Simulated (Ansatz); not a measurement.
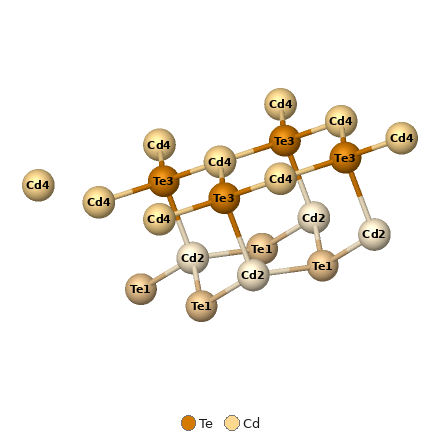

The system is Zn on a CdTe(111) slab cut from the F-43m phase, its upper half relaxed before the scan (4 atoms of substrate and one adsorbate in a 1 × 1 cell); the picture shows it without the atoms that are moved over the map. Zn is moved over the surface cell; relaxed at each place: the height of the adsorbate's atoms; substrate rigid; the origin of the map has the adsorbate above Cd4. Places are given modulo a cell vector. The map is drawn in real space over the plane of the surface. The scan uses a 9 × 9 grid; 19 points were computed and 62 follow by symmetry. All energies are given in meV relative to the lowest grid point. At some places the adsorbate sinks to or below the level of the top layer. With one adsorbate in each 1 × 1 cell, its nearest image is 4.7 Å away, so neighbouring adsorbates interact. Computed with DFT PBE, scalar-relativistic, plane waves, PAW in Ansatz 0.2.0. Settings: cutoff 420 eV, k-mesh 6×6×1, gaussian smearing 0.05 eV, no spin polarisation.

Range: position of Zn5 along the first surface vector from 0.000 to 0.889; position of Zn5 along the second surface vector from 0.000 to 0.889.

Question: Predict the map.

Answer: The lowest grid point is at the top site over a surface Cd atom, (0/9, 0/9) of the cell vectors. The highest grid point, a place at or below the level of the top layer, (3/9, 6/9) of the cell vectors, lies 409 meV above the lowest. At the lowest point the adsorbate has 1 Cd at 2.92 Å as nearest neighbours, at the highest 1 Te at 2.85 Å. Its relaxed height above the top atom is 2.92 Å at the lowest and −1.73 Å at the highest point.

```tsv
second ↓, first →	0/9	1/9	2/9	3/9	4/9	5/9	6/9	7/9	8/9
8/9	9	24	56	94	110	94	56	24	9
7/9	40	56	77	91	91	77	56	40	34
6/9	91	94	91	409	91	94	91	86	86
5/9	124	110	91	91	110	124	129	131	129
4/9	124	94	77	94	124	140	146	146	140
3/9	91	56	56	91	129	146	150	146	129
2/9	40	24	40	86	131	146	146	131	86
1/9	9	9	34	86	129	140	129	86	34
0/9	0	9	40	91	124	124	91	40	9
```

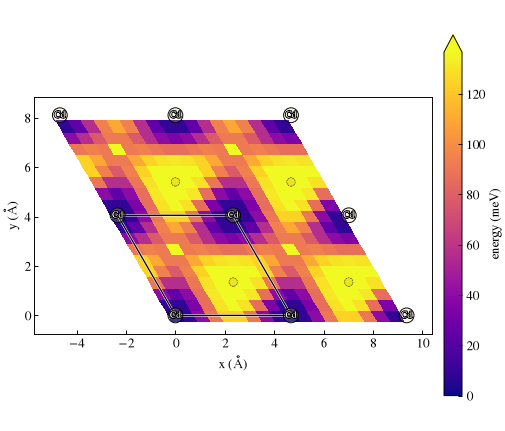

In the figure: one coloured cell a grid point, labelled circles for the atoms of the top layer and small ones for the second layer, the outline of one cell of the 2 × 2 shown, one colour for all values above the top of the scale.

The whole map (19 points run) took 43 min on 1 thread of Arm Neoverse V2, on a shared host.

PAW datasets: the set soft_1.
